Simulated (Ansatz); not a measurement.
```cif
data_structure
_symmetry_space_group_name_H-M 'P 1'
_symmetry_Int_Tables_number 1
_cell_length_a 3.6052
_cell_length_b 3.6052
_cell_length_c 5.1621
_cell_angle_alpha 90.000
_cell_angle_beta 90.000
_cell_angle_gamma 90.000
_cell_volume 67.10
loop_
_atom_site_label
_atom_site_type_symbol
_atom_site_fract_x
_atom_site_fract_y
_atom_site_fract_z
_atom_site_occupancy
Be1 Be 0.00000 0.00000 0.00000 1
Be2 Be 0.50000 0.50000 0.50000 1
Se1 Se 0.50000 0.00000 0.25000 1
Se2 Se 0.00000 0.50000 0.75000 1
```

Space group I-4m2; started from the zincblende prototype, which need not be the ambient phase; changed on purpose from its base cell (biaxial xy strain -1.2%); computed pressure about 3 GPa in this cell.

Theory: Ansatz, DFT, PBE, plane waves, PAW.

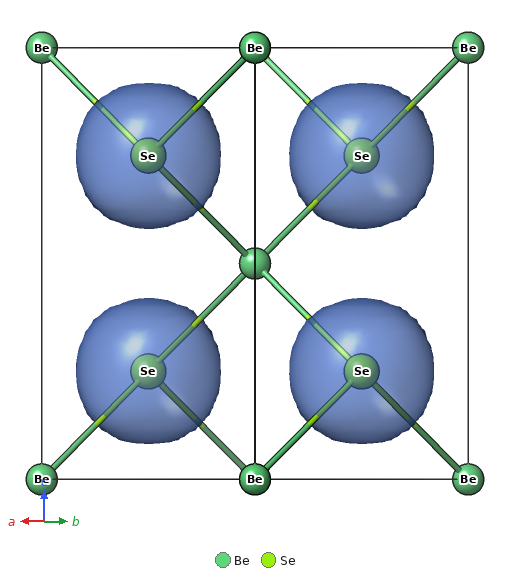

BeSe. Isosurface of the valence charge density (pseudo) at 0.8 e/Å³ (blue), seen along [110]. Sticks mark near contacts.

Core electrons are frozen (PAW), and the valence fields are smoothed inside the atomic spheres.

Q: Which contacts does the surface bridge?

A: At this value the density breaks into separate islands; it holds about 65 % of the electrons treated as valence. It bridges none of the near contacts. It is pinched off along the shortest Be–Se (2.22 Å) contacts. On the grid the lowest density along these lines, outside the cores, is 0.4 e/Å³ (Be–Se, 2.22 Å).

Q: Does the calculation make it a metal, or give it a gap?

A: It is gapped, with a Kohn–Sham gap of 2.6 eV on the k-point mesh, an upper bound to the gap of this method.
